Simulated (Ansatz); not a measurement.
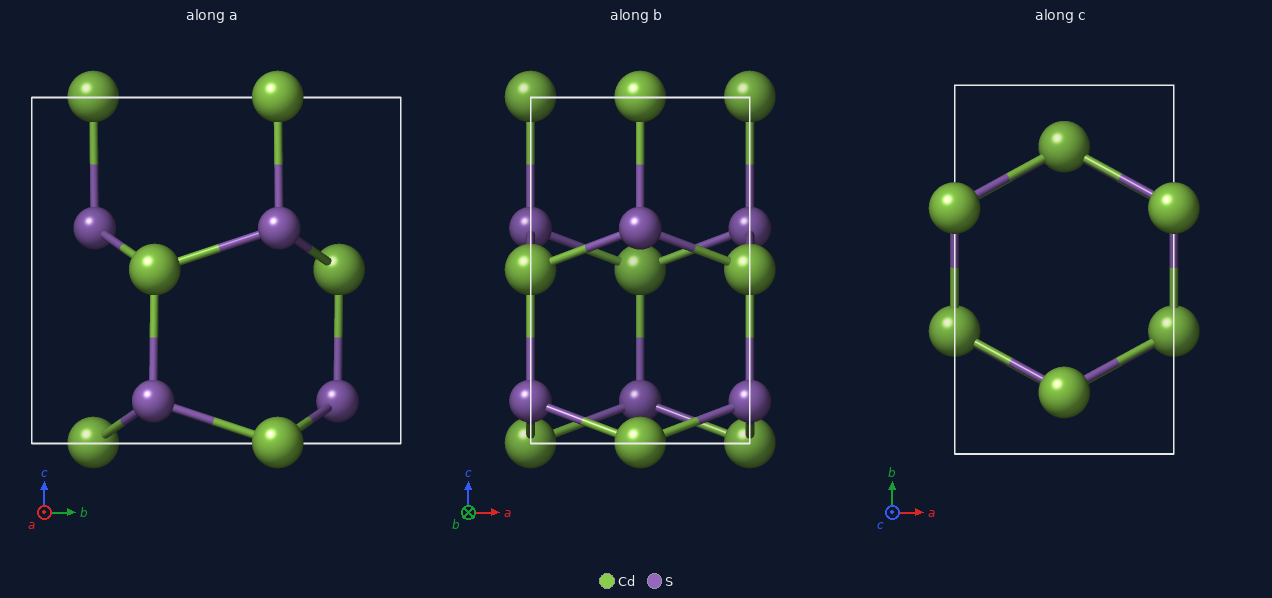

View along the a axis, along the b axis and along the c axis, drawn as a ball-and-stick model. The lines enclose the conventional unit cell; boundary atoms appear with their images.

Lattice parameters: a = 4.290 Å, b = 7.213 Å, c = 6.766 Å, α = 90.00°, β = 90.00°, γ = 90.00°. Put a along x and b in the xy plane.

> Reconstruct the structure as a POSCAR file, with free fractional coordinates to two decimals.

```
Cd S
1.0
     4.290    0.000    0.000
     0.000    7.213    0.000
     0.000    0.000    6.766
Cd S
4 4
Direct
  0.00 0.67 0.00
  0.00 0.33 0.50
  0.50 0.17 0.00
  0.50 0.83 0.50
  0.00 0.67 0.62
  0.00 0.33 0.12
  0.50 0.17 0.62
  0.50 0.83 0.12
```

Its origin is a structure type filled with these elements by a generator (whether the compound takes this form wasn't checked). The cell was then strained or its atoms displaced on purpose. It went into a calculation with Ansatz.
